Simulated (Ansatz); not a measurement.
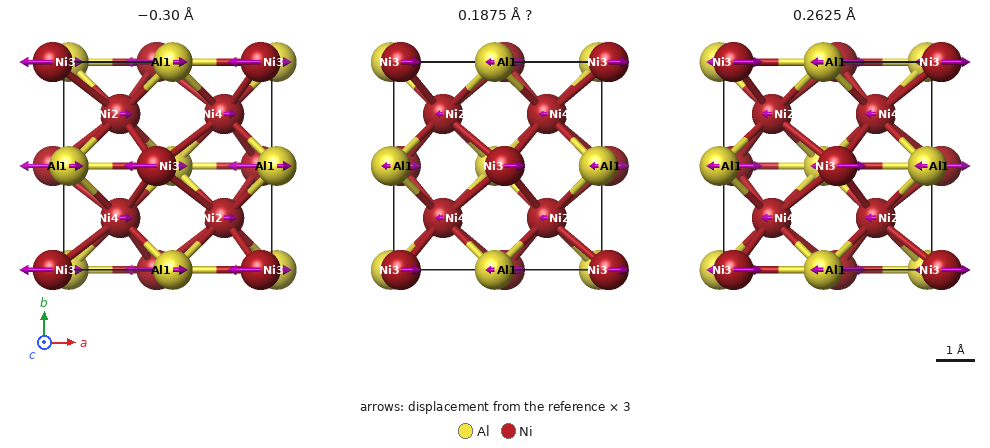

Solid AlNi₃ (Fm-3m): a normal mode at the zone centre (one arbitrary combination within a set of 3 degenerate modes) is frozen in with the cell fixed, the amplitude being the largest displacement of an atom. The picture is a ball-and-stick view of the conventional cell (4 times the calculation's cell), seen along the c axis. Purple arrows: displacements from the reference. Lengths and directions refer to the drawn axes.

Level of theory: DFT r2SCAN, scalar-relativistic, plane waves, PAW in Ansatz 0.2.0. Set-up: plane-wave cutoff 500 eV; k-point mesh 14 × 14 × 14; occupations gaussian; smearing width 0.15 eV; no spin polarisation. Energies (free energies at the smearing named) are counted from the relaxed crystal.

```
largest displacement (Å)  energy change (meV/cell)
                 −0.3000                       873
                 −0.1500                       210
                  0.0000                         0
                  0.0375                        13
                  0.0750                        52
                  0.1125                       117
                  0.1875                         ?
                  0.2250                       481
                  0.2625                       662
```

Q: Fill in the missing row.

A: A straight line between the two neighbours gives 360 meV/cell. A cubic through the four nearest rows (0.0750, 0.1125, 0.2250, 0.2625) gives, with Lagrange weights, (−0.2000)(52) + (0.5000)(117) + (1.0000)(481) + (−0.3000)(662) = 330 meV/cell. The calculation gives 331 meV/cell, so the cubic is 1 meV/cell too low and the straight line 29 meV/cell too high, as the curve bends upwards here.

The whole profile:

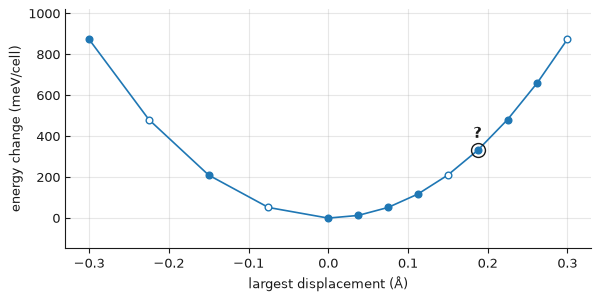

Limits of the set-up: an element that often carries a moment was run without spin polarisation.
